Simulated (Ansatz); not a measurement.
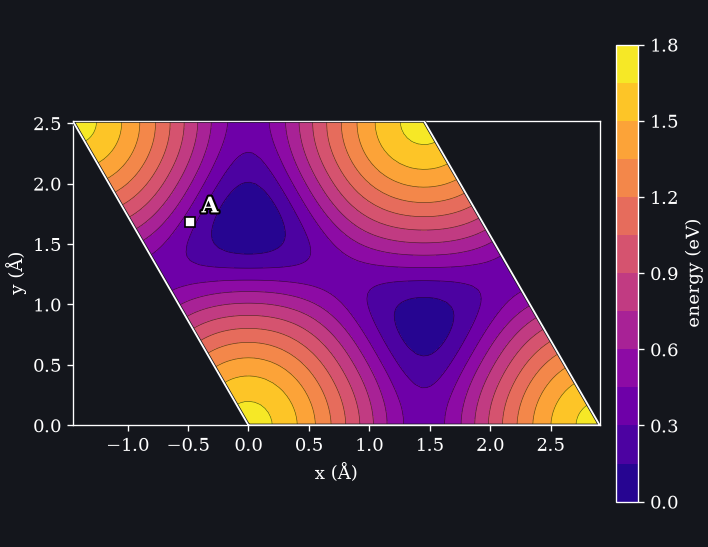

H on a Ti(111) slab cut from the Fm-3m phase, its upper half relaxed before the scan (3 atoms of substrate and one adsorbate in a 1 × 1 cell). 
- H is moved over the surface cell; relaxed at each place: the height of the adsorbate's atoms; substrate rigid; the origin of the map has the adsorbate above Ti3.
- Places are given modulo a cell vector. The map is drawn in real space over the plane of the surface.
- Grid: 6 × 6 points; 10 points were computed and 26 follow by symmetry.
- Energies: eV, counted from the lowest grid point.
- With one adsorbate in each 1 × 1 cell, its nearest image is 2.9 Å away, so neighbouring adsorbates interact.
- Level of theory: Ansatz 0.2.0, DFT PBE, scalar-relativistic, plane waves, PAW. Settings: cutoff 420 eV, k-mesh 9×9×1, gaussian smearing 0.1 eV, no spin polarisation.

The picture shows filled contours, the outline of one cell of the plane, the point A. Between grid points the surface is interpolated.

Is A at rest? If not, where is it pushed?

A, at (1/6, 4/6) of the cell vectors, is not a stationary point. The computed force is 1.3 eV/Å in the plane, pointing down and right in the picture (components 1.2 and −0.7 eV/Å).

PAW datasets: the set soft_1.
